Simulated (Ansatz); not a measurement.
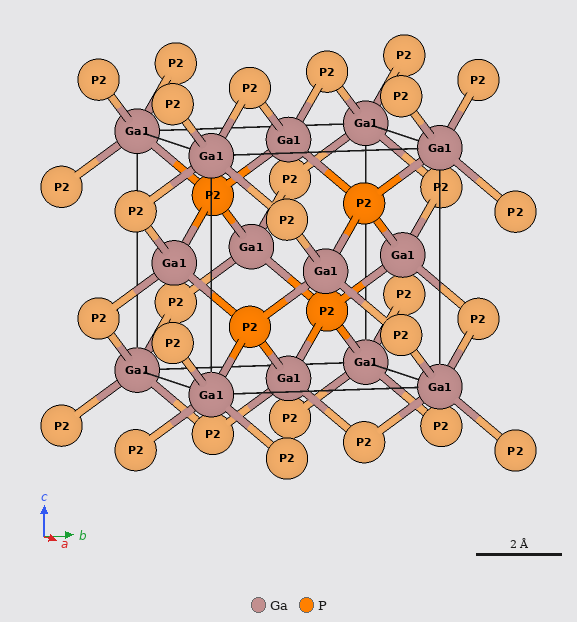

Fig. 1: The structure (ball-and-stick view of the cell 4 times as large as that of the calculation, set on its symmetry axes, seen slightly off an axis; neighbours outside the cell are drawn fainter; atoms are numbered from 1 in the order of the input). Near neighbours in the crystal (not all of them lie inside the picture): Ga has 4 P at 2.45 Å; P has 4 Ga at 2.45 Å.

## Band-structure calculation, with input and output: GaP

GaP (F-43m, 2 atoms in the cell), computed with DFT, r2SCAN, plane waves, PAW, no spin polarisation (Ansatz 0.2.0).

The structure was built on a prototype by a generator. The geometry comes from this level: r2SCAN (a point of a series of strains). It belongs to a series of runs on one base structure; here: hydrostatic strain +3.9%. Figures and captions count atoms from 1; the log counts them from 0 in places.

The input
```yaml
crystal:
  lattice:
    - [0.0, 2.8316898682, 2.8316898682]
    - [2.8316898682, 0.0, 2.8316898682]
    - [2.8316898682, 2.8316898682, 0.0]
  atoms:
    - { symbol: Ga, position: [0.0, 0.0, 0.0] }
    - { symbol: P, position: [0.25, 0.25, 0.25] }
kpoints:
  mp_grid: { grid: [8, 8, 8] }
  band_path:
    path:
      - [0.0, 0.0, 0.0]
      - [-0.5, -0.5, 0.0]
      - [-0.375, -0.375, 0.25]
      - [-0.375, 0.0, 0.375]
      - [0.0, 0.0, 0.5]
      - [-0.5, -0.25, 0.25]
    npoints: 1
hamiltonian:
  xc: r2scan
scf:
  occupations: { method: fixed }
  n_extra_bands: 4
output:
  forces: true
  stress: true
  eigenvalues: true
  write_density: true
  write_potential: true
  elf: true
  volumetric_format: npy
```

Launch command:
```bash
ansatz run input.yaml --threads 4 --pin off --max-ram 3686MiB --backend cpu --events-out ev --progress --plain --runs-dir out
```

The program's output
```
scf.n_extra_bands = 4 over 9 filled bands (N_el = 18.0): the run solves 13 bands
Engine: ansatz 0.2.0, aarch64-unknown-linux-gnu
Pseudopotentials: kind: paw
Pseudopotential: Ga, paw, valence charge 13, recommended cutoff 500 eV (meta_gga), Ga.paw.azcp
Pseudopotential: P, paw, valence charge 5, recommended cutoff 500 eV (meta_gga), P.paw.azcp
Functional definition: r2SCAN
  parameter k0 = 0.174
  parameter k1 = 0.065
  parameter a1 = 4.9479
  exchange = r2scan_x(k0 = k0, k1 = k1, a1 = a1)
  correlation = r2scan_c
Crystal: 2 atoms, lattice volume = 45.412 Å³
Basis set: ecut = 500 eV, 1139 PW (Γ), exchange–correlation on 120×120×120 points (64 copies of the dense FFT grid, shifted against one another)
Bands: 13, of which v1, the nominal top of the filled ones, is band 9 counted from 1 (8 counted from 0)
Symmetry: 24 space group operations
Space group: F-43m (ITA 216), of the structure as read, at distance tolerance 3.6e-5 Å
k-points: 29 of 512 (time reversal used)
Non-local potential: Ga, projectors of the file, l = 0: 2, l = 1: 2, l = 2: 3, l = 3: 1
Non-local potential: P, projectors of the file, l = 0: 2, l = 1: 2, l = 2: 2
PAW form: soft (Blöchl's): semilocal exchange-correlation on the pseudo side does not see the compensation charge
PAW frozen core: Ga, regenerated for the run's functional (the file was generated under x = pbe(κ = 0.804, μ = 0.2195149727645171), c = pbe(β = 0.06672455060314922))
PAW frozen core: P, regenerated for the run's functional (the file was generated under x = pbe(κ = 0.804, μ = 0.2195149727645171), c = pbe(β = 0.06672455060314922))
PAW one-centre angular grid: Ga, 590 points (default); XC on 160 Gauss nodes
PAW one-centre angular grid: P, 302 points (default); XC on 160 Gauss nodes
Initial density: superposition of atomic densities (neutral atoms: chi_scale 0, normalization atom), corrected by the library's trained network
Initial wavefunctions: pseudopotential atomic-orbital guess
Functional: x = r2scan, c = r2scan; τ floored in thin density (d = 2e-4 eV/Å³)
SCF iter   1: F=—  HF=-4550.346846 eV  |F-HF|=—  |Δ(HF+E_count)|=         —  Δρ=8.45e-3  dr2=1.86e-2  dr2_τ=4.67e-3  ethr=1.77e-3  ⟨swp⟩=5.0  Hψ=1983  notcnv=0  defer=47
preconditioner: auto → none  [insulator: Δε(μ)=1.307 eV  Ē_g=15.898 eV  n_scr=14 (ndim 8)  ℏωp=23.4 eV  f_vac=0.030  ε∞_Penn≈3.2]
SCF iter   2: F=—  HF=-4550.351390 eV  |F-HF|=—  |Δ(HF+E_count)|=   4.54e-3  Δρ=2.14e-3  dr2=3.12e-3  dr2_τ=8.85e-5  ethr=1.04e-4  ⟨swp⟩=2.2  Hψ=945  notcnv=0  defer=54
SCF iter   3: F=—  HF=-4550.350157 eV  |F-HF|=—  |Δ(HF+E_count)|=   1.23e-3  Δρ=1.72e-3  dr2=5.93e-4  dr2_τ=7.61e-6  ethr=1.73e-5  ⟨swp⟩=2.3  Hψ=713  notcnv=0  defer=52
SCF iter   4: F=—  HF=-4550.350354 eV  |F-HF|=—  |Δ(HF+E_count)|=   1.97e-4  Δρ=1.39e-4  dr2=9.71e-6  dr2_τ=8.90e-8  ethr=3.29e-6  ⟨swp⟩=2.7  Hψ=621  notcnv=0  defer=51
SCF iter   5: F=—  HF=-4550.350348 eV  |F-HF|=—  |Δ(HF+E_count)|=   5.44e-6  Δρ=3.76e-5  dr2=3.00e-7  dr2_τ=7.32e-9  ethr=5.39e-8  ⟨swp⟩=2.9  Hψ=706  notcnv=0  defer=17
SCF iter   6: F=-4550.350348 eV  HF=-4550.350348 eV  |F-HF|=2.28e-8  |Δ(HF+E_count)|=   3.20e-8  Δρ=7.78e-6  dr2=3.01e-8  dr2_τ=1.63e-9  ethr=5.56e-10  ⟨swp⟩=11.8  Hψ=3164  notcnv=0
SCF 1 converged in 6 iterations: F = -4550.350348 eV  dr2 = 3.01e-8
  greatest PAW one-centre occupation: 0.994 electrons in one spin orbital (limit 2), on the Ga atom at site 0 (counted from 0), in its partial waves of l = 2
NSCF: frozen V_eff on 6 k-points
SCF converged after 6 iterations
Free energy (F): -4550.350348 eV
Harris-Foulkes:  -4550.350348 eV  (|F-HF|=2.28e-8)
Internal energy: -4550.350348 eV  (E = F + TS)
E sigma→0 (E₀):  -4550.350348 eV
Fermi energy:    5.527194 eV
--- Per-component energies (eV) ---
  E_band       = -88.084357
  E_kinetic    = 182.012379
  E_local      = -2278.431838  (includes V_loc(G=0)·N_el)
  E_nonlocal   = 460.470035
  E_hartree    = 1049.320569
  E_xc         = -119.135504
  E_vxc        = -122.259088  (∫ρ·V_xc dr)
  E_paw        = -2580.537863  (= ΣΔE_a)
  E_vpaw       = -434.454801  (= ΣTr[D̂ρ^β])
  E_aug_tail   = -0.000039  (compensation charges beyond the density's cutoff)
  E_vtau       = 5.935497  (kinetic-family band-sum trace: ∫τ·v_τ [+ j·A + Jᵃ·Aᵃ] dr)
  E_ewald      = -1263.304175
  E_core_change = -0.743912  (= ΣΔE_core)
  E_smearing   = -0.000000  (= −TS)
  E_closure    = 0.000000  (closes the sum)
  Σ components = -4550.350348   (vs F -4550.350348, Δ=0.00e0)
--- Forces (eV/Å), atoms counted from 1 ---
  atom   1  Ga     0.00000000    -0.00000000     0.00000000
  atom   2  P     -0.00000000     0.00000000     0.00000000
  max |Σ_I F_I| component: 1.11e-16 eV/Å
--- Stress (GPa, compression-positive) ---
       -7.784429       0.000000      -0.000000
       -0.000000      -7.784429       0.000000
       -0.000000       0.000000      -7.784429
  P = ⅓ Tr σ = -7.7844 GPa (-77.844 kbar)
--- Band table (eV; the first three rows and the last of 29) ---
  k-point 0: bands = ["-9.3272", "-9.3272", "-9.3272", "-9.2478", "-9.2478", "-6.6670", "5.5272", "5.5272", "5.5272", "6.9026", "9.7087", "9.7087", "9.7087"]
  k-point 1: bands = ["-9.3363", "-9.3238", "-9.3238", "-9.2477", "-9.2477", "-6.4845", "3.9085", "5.3278", "5.3278", "7.7311", "10.0259", "10.0259", "10.1280"]
  k-point 2: bands = ["-9.3571", "-9.3163", "-9.3163", "-9.2468", "-9.2468", "-5.9707", "1.7974", "4.9395", "4.9395", "7.6319", "10.5187", "10.5187", "11.7999"]
  k-point 28: bands = ["-9.4007", "-9.2982", "-9.2825", "-9.2581", "-9.2410", "-4.0309", "-0.7313", "2.3369", "2.5120", "10.2872", "10.5111", "11.7404", "12.0601"]
```

File bands.tsv
```
# k_distance	band_0	band_1	band_2	band_3	band_4	band_5	band_6	band_7	band_8	band_9	band_10	band_11	band_12
# fermi_ev = 5.527194
# lock_threshold_ev = 1e-6
# [0, 0, 0] at k_distance = 0.000000
# [-0.5, -0.5, 0] at k_distance = 1.109441
# [-0.375, -0.375, 0.25] at k_distance = 1.501688
# [-0.375, 0, 0.375] at k_distance = 2.181079
# [0, 0, 0.5] at k_distance = 2.860470
# [-0.5, -0.25, 0.25] at k_distance = 3.644963
# levels_relative_to = fermi_ev
# free_energy_ev = -4550.350348
# largest_residual_norms_ev = 1.047e-3 1.231e-3 1.562e-3 9.510e-4 1.233e-3 5.724e-4 1.296e-3 1.822e-3 1.040e-3 3.860e-3 1.562e-3 1.809e-3 2.445e-3
0.000000	-14.854363	-14.854363	-14.854363	-14.774950	-14.774950	-12.194194	0.000000	0.000000	0.000000	1.375445	4.181471	4.181471	4.181471
1.109441	-14.942059	-14.807045	-14.807045	-14.797889	-14.759393	-9.618193	-6.433584	-2.415388	-2.415388	2.116018	2.147887	10.423735	10.423735
1.501688	-14.930053	-14.819518	-14.813557	-14.787420	-14.765906	-9.659109	-6.249682	-3.499098	-2.024675	2.531335	4.937212	8.317863	8.335984
2.181079	-14.930053	-14.819518	-14.813557	-14.787420	-14.765906	-9.659109	-6.249682	-3.499098	-2.024675	2.531335	4.937212	8.317863	8.335984
2.860470	-14.911628	-14.835506	-14.835506	-14.770010	-14.770010	-10.398666	-6.222230	-1.008109	-1.008109	1.666372	5.043441	5.043441	8.518998
3.644963	-14.927900	-14.825413	-14.809675	-14.785272	-14.768212	-9.558103	-6.258528	-3.190339	-3.015163	4.759958	4.983933	6.213181	6.532863
```

File rho_z.tsv
```
# z_ang	rho[e/angstrom^3]
# format = ansatz-planar-average/11
# lattice	0.000000000	2.831689868	2.831689868
# lattice	2.831689868	0.000000000	2.831689868
# lattice	2.831689868	2.831689868	0.000000000
# sites	2
# site	31	0.000000000	0.000000000	0.000000000
# site	15	1.415844934	1.415844934	1.415844934
0.000000	1.386546e0
0.133487	1.281953e0
0.266974	1.001411e0
0.400461	7.145769e-1
0.533949	5.175343e-1
0.667436	4.073651e-1
0.800923	3.459239e-1
0.934410	3.053903e-1
1.067897	2.746460e-1
1.201384	2.507496e-1
1.334871	2.323401e-1
1.468359	2.170816e-1
1.601846	2.017380e-1
1.735333	1.841195e-1
1.868820	1.641936e-1
2.002307	1.438019e-1
2.135794	1.253414e-1
2.269281	1.103727e-1
2.402769	9.960753e-2
2.536256	9.319796e-2
2.669743	9.126856e-2
2.803230	9.456078e-2
2.936717	1.045097e-1
3.070204	1.238285e-1
3.203691	1.582320e-1
3.337179	2.220137e-1
3.470666	3.458972e-1
3.604153	5.698277e-1
3.737640	8.964247e-1
3.871127	1.226775e0
```

File v_z.tsv
```
# z_ang	v_es[eV]	v_tot[eV]
# format = ansatz-planar-average/11
# xc	r2scan
# density_cutoff_ev	2000
# datasets	Ga=:simpson_from_first_knot:soft:shift=0	P=:simpson_from_first_knot:soft:shift=0
# lattice	0.000000000	2.831689868	2.831689868
# lattice	2.831689868	0.000000000	2.831689868
# lattice	2.831689868	2.831689868	0.000000000
# sites	2
# site	31	0.000000000	0.000000000	0.000000000
# site	15	1.415844934	1.415844934	1.415844934
0.000000	1.117799e0	-1.023758e1
0.133487	2.333313e-1	-1.148237e1
0.266974	-8.151885e-1	-1.274541e1
0.400461	-1.886060e0	-1.389609e1
0.533949	-2.779736e0	-1.473607e1
0.667436	-3.317808e0	-1.516750e1
0.800923	-3.393133e0	-1.509943e1
0.934410	-2.998096e0	-1.442886e1
1.067897	-2.219673e0	-1.325855e1
1.201384	-1.176174e0	-1.178084e1
1.334871	8.667062e-2	-1.005688e1
1.468359	1.583833e0	-8.076557e0
1.601846	3.244454e0	-5.940161e0
1.735333	4.899606e0	-3.849803e0
1.868820	6.350750e0	-1.961540e0
2.002307	7.449230e0	-4.148211e-1
2.135794	8.167086e0	6.606707e-1
2.269281	8.581742e0	1.339860e0
2.402769	8.765425e0	1.731117e0
2.536256	8.736152e0	1.803041e0
2.669743	8.505675e0	1.595008e0
2.803230	8.055954e0	1.129019e0
2.936717	7.349145e0	3.225583e-1
3.070204	6.445530e0	-8.222688e-1
3.203691	5.487475e0	-2.241241e0
3.337179	4.589731e0	-3.798172e0
3.470666	3.794663e0	-5.310137e0
3.604153	3.091628e0	-6.695192e0
3.737640	2.448794e0	-7.930229e0
3.871127	1.823166e0	-9.065761e0
```

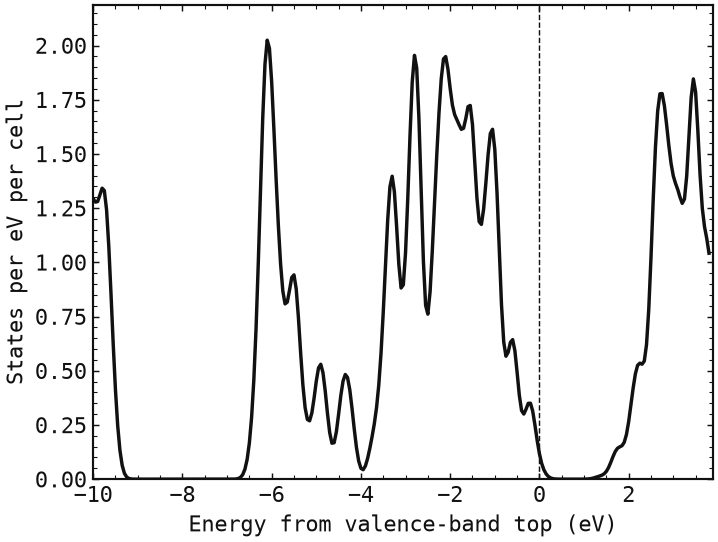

Fig. 2: Density of states (the curve is built from the levels of the k mesh with Gaussians 0.3 eV wide, which also blur the band edges), with energies from the valence-band top. There is a gap of 1.38 eV on the k-point mesh. Small ripples come from the finite k-point mesh.

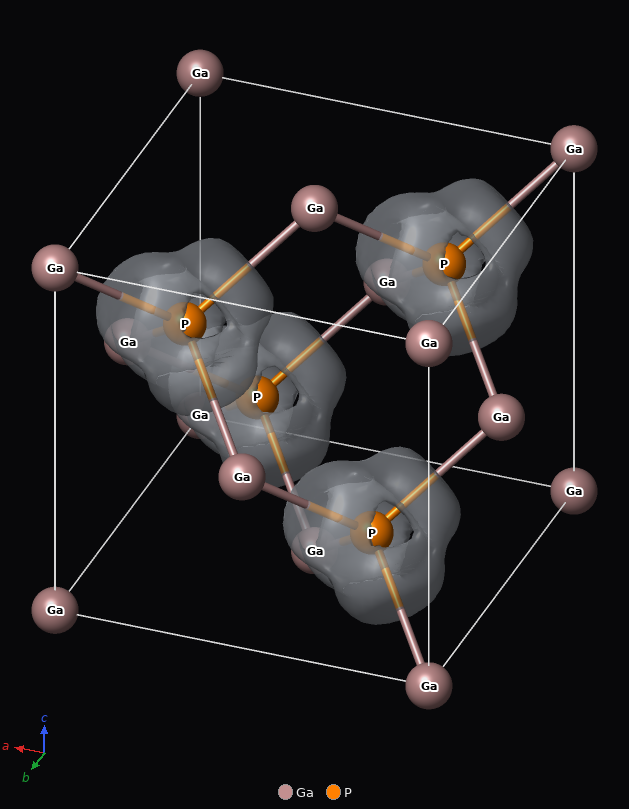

Fig. 3: Isosurface of the ELF at 0.75 (grey), seen at an oblique angle. Core shells and regions of very low density are left out. Sticks mark near contacts. The outline is the cell set on symmetry axes. Profiles from the grid: Ga–P (2.45 Å): the ELF is about 0.80 at the midpoint. In a PAW calculation such maps are meaningful between the atoms, not at the nuclei.

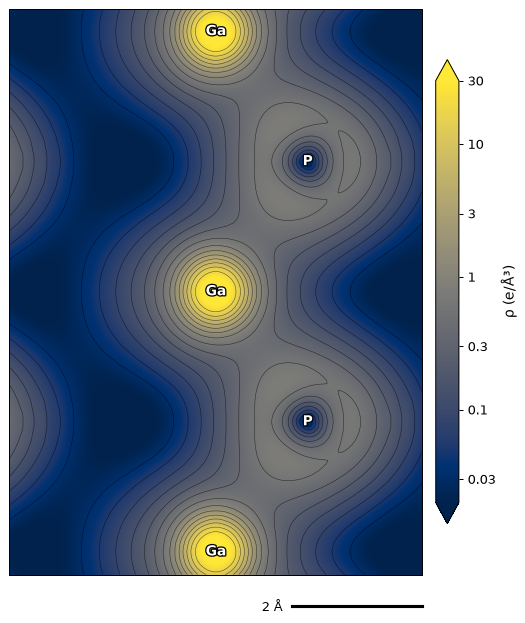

Fig. 4: Valence charge density (pseudo) on the (101) plane of the conventional cell. The plane passes through Ga and P nuclei. Ga–P (2.45 Å): the density is about 0.49 e/Å³ at the midpoint. Away from the nuclei the density in this plane falls to 0.01 e/Å³ at its lowest.

Results in brief

| quantity | value |
| --- | --- |
| outcome | converged |
| space group (tolerance 0.01 Å) | F-43m (216) |
| electrons treated | 18 |
| free energy | −4550.3503 eV |
| Fermi energy | 5.527 eV |
| gap on the k-point mesh | 1.38 eV |
| pressure | −7.78 GPa |
| largest force (length of the vector) | under 0.001 eV/Å |
| hardware | 4 threads of Arm Neoverse N1, 98 GiB of memory available, shared host |
| wall time | 3 s (CPU time 9.9 s) |
| peak memory | 0.45 GiB |

The cell is under a tension of 7.8 GPa at this level, so it is not at its equilibrium volume.
